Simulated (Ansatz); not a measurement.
# What a change does: single-point calculation on Al$_{3}$Ni$_{5}$

System: Al$_{3}$Ni$_{5}$ (8 atoms in the cell).
Method of the first run: DFT PBEsol, scalar-relativistic, plane waves, PAW, no spin polarisation (Ansatz 0.2.0).

The structure derives from a Materials Project entry. Text and figures count atoms from 1; the logs count them from 0 in places.

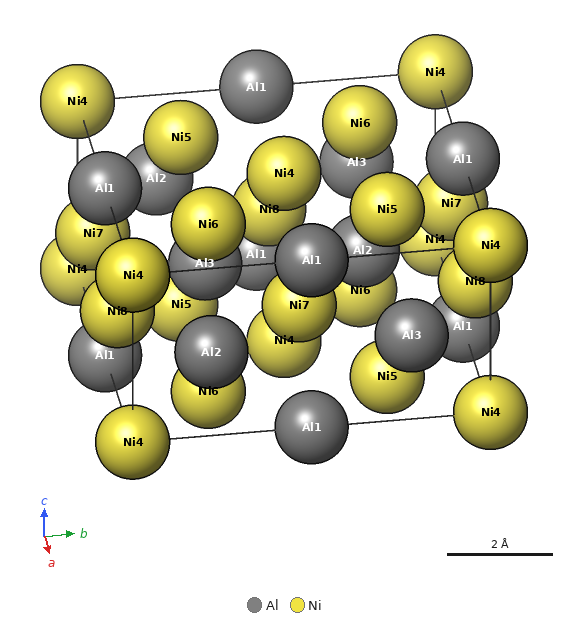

The structure as given in the input (spheres-only view of the cell 2 times as large as that of the calculation, set on its symmetry axes, seen at an oblique angle; atoms are numbered from 1 in the order of the input). An atom can appear more than once, as a periodic image.

## Input, the first run
```yaml
crystal:
  lattice:
    - [3.293332276, -3.4704213413, 0.0]
    - [3.293332276, 3.4704213413, 0.0]
    - [0.0, 0.0, 3.7203545651]
  atoms:
    - { symbol: Al, position: [0.5, 0.5, 0.0] }
    - { symbol: Al, position: [0.7796888787, 0.2203111213, 0.5] }
    - { symbol: Al, position: [0.2203111213, 0.7796888787, 0.5] }
    - { symbol: Ni, position: [0.0, 0.0, 0.0] }
    - { symbol: Ni, position: [0.0, 0.5, 0.0] }
    - { symbol: Ni, position: [0.5, 0.0, 0.0] }
    - { symbol: Ni, position: [0.2762373066, 0.2762373066, 0.5] }
    - { symbol: Ni, position: [0.7237626934, 0.7237626934, 0.5] }
basis:
  ecutwfc: 420
kpoints:
  mp_grid: { grid: [8, 8, 10] }
hamiltonian:
  xc: pbesol
scf:
  occupations: { method: gaussian, width: 0.15 }
output:
  forces: true
  stress: true
  eigenvalues: true
```

Launched with:
```bash
ansatz run input.yaml --threads 2 --pin off --max-ram 5120MiB --backend cpu --events-out ev --progress --plain --runs-dir out
```

Hardware: 2 threads of Intel Xeon @ 2.50GHz (Skylake/Cascade Lake), 189 GiB of memory available, shared host.

## Output, shortened to warnings, some set-up lines, iterations and results (the first run)
```
Basis set: ecut = 420 eV, 1633 PW (Γ), exchange–correlation on 64×64×50 points (8 copies of the dense FFT grid, shifted against one another)
Symmetry: 8 space group operations
k-points: 126 of 640
Initial density: superposition of atomic densities (neutral atoms: chi_scale 0, normalization atom), corrected by the library's trained network
[...]
SCF iter   1: F=—  HF=-30602.881924 eV  |F-HF|=—  |Δ(HF+E_count)|=         —  Δρ=2.44e-2  dr2=2.96e-1  ethr=1.77e-3  ⟨swp⟩=6.8  Hψ=29135  notcnv=0  defer=32
SCF iter   2: F=—  HF=-30602.839187 eV  |F-HF|=—  |Δ(HF+E_count)|=   4.27e-2  Δρ=6.06e-3  dr2=2.25e-2  ethr=2.99e-4  ⟨swp⟩=2.9  Hψ=15080  notcnv=0  defer=414
SCF iter   3: F=—  HF=-30602.836067 eV  |F-HF|=—  |Δ(HF+E_count)|=   3.12e-3  Δρ=1.62e-3  dr2=2.23e-3  ethr=2.27e-5  ⟨swp⟩=1.1  Hψ=7280  notcnv=0  defer=414
SCF iter   4: F=—  HF=-30602.835662 eV  |F-HF|=—  |Δ(HF+E_count)|=   4.04e-4  Δρ=3.34e-4  dr2=5.53e-5  ethr=2.25e-6  ⟨swp⟩=2.0  Hψ=10321  notcnv=0  defer=414
SCF iter   5: F=—  HF=-30602.835387 eV  |F-HF|=—  |Δ(HF+E_count)|=   2.75e-4  Δρ=1.23e-4  dr2=1.50e-5  ethr=5.59e-8  ⟨swp⟩=2.0  Hψ=11852  notcnv=0  defer=414
SCF iter   6: F=—  HF=-30602.835385 eV  |F-HF|=—  |Δ(HF+E_count)|=   2.16e-6  Δρ=4.21e-5  dr2=1.20e-6  ethr=1.52e-8  ⟨swp⟩=1.3  Hψ=7206  notcnv=0  defer=414
SCF iter   7: F=—  HF=-30602.835385 eV  |F-HF|=—  |Δ(HF+E_count)|=   2.24e-7  Δρ=1.56e-5  dr2=1.76e-7  ethr=1.01e-10  ⟨swp⟩=10.0  Hψ=37597  notcnv=0
SCF iter   8: F=-30602.835385 eV  HF=-30602.835385 eV  |F-HF|=3.51e-9  |Δ(HF+E_count)|=   2.46e-8  Δρ=2.89e-6  dr2=5.59e-9  ethr=1.01e-10  ⟨swp⟩=4.0  Hψ=26369  notcnv=0
SCF 1 converged in 8 iterations: F = -30602.835385 eV  dr2 = 5.59e-9
SCF converged after 8 iterations
Free energy (F): -30602.835385 eV
Harris-Foulkes:  -30602.835385 eV  (|F-HF|=3.51e-9)
Internal energy: -30602.802146 eV  (E = F + TS)
E sigma→0 (E₀):  -30602.818766 eV
Entropy (-TS):   -0.033238 eV (-4.155 meV/atom)
Fermi energy:    16.535893 eV
--- Per-component energies (eV) ---
  E_band       = -1487.773182
  E_kinetic    = 1515.743099
  E_local      = -20780.995013  (includes V_loc(G=0)·N_el)
  E_nonlocal   = 3216.248791
  E_hartree    = 8925.856961
  E_xc         = -553.132662
  E_vxc        = -650.441971  (∫ρ·V_xc dr)
  E_paw        = -9345.666274  (= ΣΔE_a)
  E_vpaw       = -2640.038267  (= ΣTr[D̂ρ^β])
  E_aug_tail   = 0.002353  (compensation charges beyond the density's cutoff)
  E_ewald      = -13581.903263
  E_core_change = 1.043861  (= ΣΔE_core)
  E_smearing   = -0.033238  (= −TS)
  E_closure    = -0.000000  (closes the sum)
  Σ components = -30602.835385   (vs F -30602.835385, Δ=0.00e0)
--- Forces (eV/Å), atoms counted from 1 ---
  atom   1  Al     0.00000000     0.00000000     0.00000000
  atom   2  Al     0.00000000    -0.07610745     0.00000000
  atom   3  Al     0.00000000     0.07610745     0.00000000
  atom   4  Ni     0.00000000     0.00000000     0.00000000
  atom   5  Ni     0.00000000    -0.00000000     0.00000000
  atom   6  Ni     0.00000000     0.00000000     0.00000000
  atom   7  Ni     0.10800287     0.00000000     0.00000000
  atom   8  Ni    -0.10800287    -0.00000000     0.00000000
  max |Σ_I F_I| component: 1.39e-17 eV/Å
--- Stress (GPa, compression-positive) ---
       12.783227       0.000000       0.000000
        0.000000      18.758592       0.000000
        0.000000       0.000000       8.926676
  P = ⅓ Tr σ = 13.4895 GPa (134.895 kbar)
```

For the second run the input was changed thus:
```diff
-    - [3.293332276, -3.4704213413, 0.0]
-    - [3.293332276, 3.4704213413, 0.0]
+    - [3.293332276, -3.9134538529, 0.0]
+    - [3.293332276, 3.9134538529, 0.0]
```

Predict how the results change.

With the same functional and potentials, the second run lies 7.2 meV per atom lower. The pressure goes from 13.49 to −9.14 GPa. The volume per atom goes from 10.63 to 11.99 Å³. The SCF takes 7 iterations against 8. The plane waves at Γ go from 1633 to 1895.

## Output, shortened to warnings, some set-up lines, iterations and results (the second run)
```
Basis set: ecut = 420 eV, 1895 PW (Γ), exchange–correlation on 72×72×50 points (8 copies of the dense FFT grid, shifted against one another)
Symmetry: 8 space group operations
k-points: 126 of 640
Initial density: superposition of atomic densities (neutral atoms: chi_scale 0, normalization atom), corrected by the library's trained network
[...]
SCF iter   1: F=—  HF=-30602.938509 eV  |F-HF|=—  |Δ(HF+E_count)|=         —  Δρ=2.36e-2  dr2=3.24e-1  ethr=1.77e-3  ⟨swp⟩=6.8  Hψ=28848  notcnv=0  defer=16
SCF iter   2: F=—  HF=-30602.896549 eV  |F-HF|=—  |Δ(HF+E_count)|=   4.20e-2  Δρ=5.97e-3  dr2=2.63e-2  ethr=3.27e-4  ⟨swp⟩=2.9  Hψ=14557  notcnv=0  defer=380
SCF iter   3: F=—  HF=-30602.893435 eV  |F-HF|=—  |Δ(HF+E_count)|=   3.11e-3  Δρ=1.56e-3  dr2=2.61e-3  ethr=2.66e-5  ⟨swp⟩=1.1  Hψ=7214  notcnv=0  defer=380
SCF iter   4: F=—  HF=-30602.892976 eV  |F-HF|=—  |Δ(HF+E_count)|=   4.60e-4  Δρ=2.94e-4  dr2=9.29e-5  ethr=2.64e-6  ⟨swp⟩=2.3  Hψ=11003  notcnv=0  defer=380
SCF iter   5: F=—  HF=-30602.893084 eV  |F-HF|=—  |Δ(HF+E_count)|=   1.08e-4  Δρ=7.61e-5  dr2=7.80e-6  ethr=9.39e-8  ⟨swp⟩=2.3  Hψ=11587  notcnv=0  defer=380
SCF iter   6: F=—  HF=-30602.893082 eV  |F-HF|=—  |Δ(HF+E_count)|=   1.74e-6  Δρ=5.82e-5  dr2=3.86e-6  ethr=7.88e-9  ⟨swp⟩=2.0  Hψ=11144  notcnv=0  defer=380
SCF iter   7: F=-30602.893081 eV  HF=-30602.893081 eV  |F-HF|=6.09e-8  |Δ(HF+E_count)|=   3.46e-7  Δρ=9.99e-6  dr2=7.31e-8  ethr=1.01e-10  ⟨swp⟩=8.7  Hψ=34198  notcnv=0
SCF 1 converged in 7 iterations: F = -30602.893081 eV  dr2 = 7.31e-8
SCF converged after 7 iterations
Free energy (F): -30602.893081 eV
Harris-Foulkes:  -30602.893081 eV  (|F-HF|=6.09e-8)
Internal energy: -30602.842487 eV  (E = F + TS)
E sigma→0 (E₀):  -30602.867784 eV
Entropy (-TS):   -0.050594 eV (-6.324 meV/atom)
Fermi energy:    14.235570 eV
--- Per-component energies (eV) ---
  E_band       = -1682.392557
  E_kinetic    = 1496.460807
  E_local      = -21579.661146  (includes V_loc(G=0)·N_el)
  E_nonlocal   = 3221.078257
  E_hartree    = 9233.967175
  E_xc         = -543.690663
  E_vxc        = -638.117855  (∫ρ·V_xc dr)
  E_paw        = -9350.443705  (= ΣΔE_a)
  E_vpaw       = -2650.079758  (= ΣTr[D̂ρ^β])
  E_aug_tail   = 0.002413  (compensation charges beyond the density's cutoff)
  E_ewald      = -13081.599487
  E_core_change = 1.043861  (= ΣΔE_core)
  E_smearing   = -0.050594  (= −TS)
  E_closure    = -0.000000  (closes the sum)
  Σ components = -30602.893081   (vs F -30602.893081, Δ=0.00e0)
--- Forces (eV/Å), atoms counted from 1 ---
  atom   1  Al     0.00000000     0.00000000     0.00000000
  atom   2  Al     0.00000000    -0.00761072     0.00000000
  atom   3  Al     0.00000000     0.00761072     0.00000000
  atom   4  Ni     0.00000000     0.00000000     0.00000000
  atom   5  Ni     0.00000000     0.00000000     0.00000000
  atom   6  Ni     0.00000000     0.00000000     0.00000000
  atom   7  Ni    -0.11805878     0.00000000     0.00000000
  atom   8  Ni     0.11805878     0.00000000     0.00000000
  max |Σ_I F_I| component: 1.39e-17 eV/Å
--- Stress (GPa, compression-positive) ---
       -8.112691       0.000000       0.000000
        0.000000     -14.025253       0.000000
        0.000000       0.000000      -5.268039
  P = ⅓ Tr σ = -9.1353 GPa (-91.353 kbar)
```

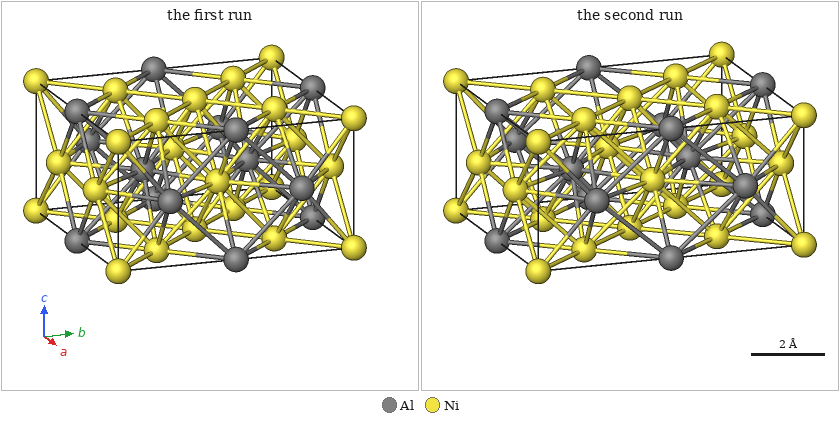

The two input geometries at one scale (ball-and-stick view of the cell 2 times as large as that of the calculation, set on its symmetry axes, seen slightly off an axis). No atom moves by more than 0.005 Å relative to the cell. The volume changes by +12.8 %, with a stays at 6.587 Å, b 6.941 → 7.827 Å (+12.8 %), c stays at 3.720 Å. Among the contacts that change: Al–Ni 2.437 → 2.639 Å, Al–Al 2.689 → 2.873 Å, Ni–Ni 2.392 → 2.557 Å, Al–Ni 2.392 → 2.557 Å.

## The two runs side by side

```tsv
quantity	the first run	the second run
outcome	converged	converged
free energy per atom (eV)	−3825.3544	−3825.3616
energy per atom, smearing taken to zero (eV)	−3825.3523	−3825.3585
gap on the mesh (eV)	0.00	0.00
pressure (GPa)	13.49	−9.14
volume per atom (Å³)	10.63	11.99
largest force (eV/Å)	0.108	0.118
SCF iterations	8	7
irreducible k-points	126	126
plane waves at Γ	1633	1895
wall time (shared host)	43 s	46 s
```

For both runs: The run has no spin polarisation, so a magnetic state may lie lower.
